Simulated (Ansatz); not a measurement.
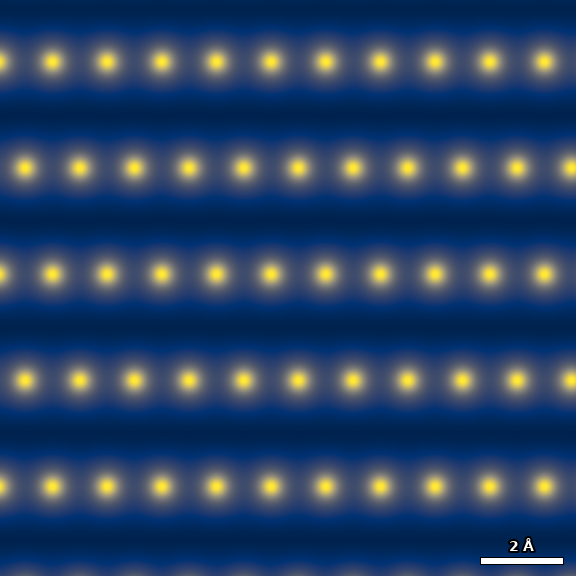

Projected-potential map of Ta (I4_1/amd, No. 141) along [201]. Computed as the sum of neutral-atom potentials (tabulated electron scattering factors, B = 0.5 Å²) projected along the beam and smoothed by 0.25 Å; brighter is more positive. The display is stretched by a gamma of 0.7; percentages refer to the linear signal. Model: coordinates from a relaxation with DFT r2SCAN, scalar-relativistic, plane waves, PAW (Ansatz); the starting structure was generated, so it need not be a known form of this composition.

### Describe what the image shows.

The columns repeat on a centred rectangular net of 1.35 × 5.26 Å (plane group c2mm). All columns are alike (Ta). The shortest distance between visible columns is 1.35 Å in projection. Along the beam the structure repeats every 10.88 Å.

### What mean inner potential do neutral atoms give for this crystal?

About 32 V (the sum of the forward scattering factors over the cell volume; bonding usually lowers the true value).
